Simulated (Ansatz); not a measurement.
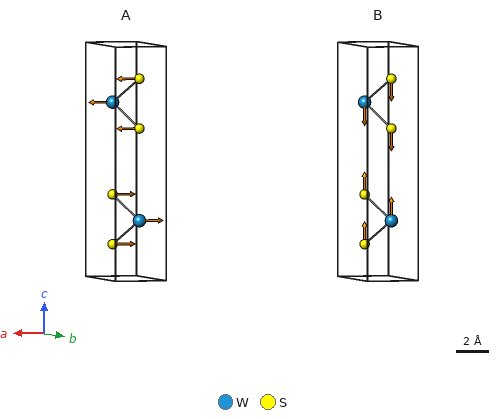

Modes of crystalline WS2, space group P6₃/mmc (No. 194), at the zone centre (one member of each degenerate set). The orange arrows give the relative displacements of the atoms. The picture is a ball-and-stick view of the cell of the calculation, seen from a free direction.

Computed with DFT PBE, scalar-relativistic, plane waves, PAW (Ansatz).

Frequencies are those without the non-analytic (LO–TO) term.

> Which are infrared-active and which Raman-active?

A is E₂g, Raman-active by symmetry (4 cm⁻¹). B is B₁g, silent by symmetry (neither infrared- nor Raman-active) (8 cm⁻¹). The crystal has a centre of inversion, so no mode is both.

Limits of the set-up: layers or molecules are held without a dispersion correction, so their spacing is unreliable.
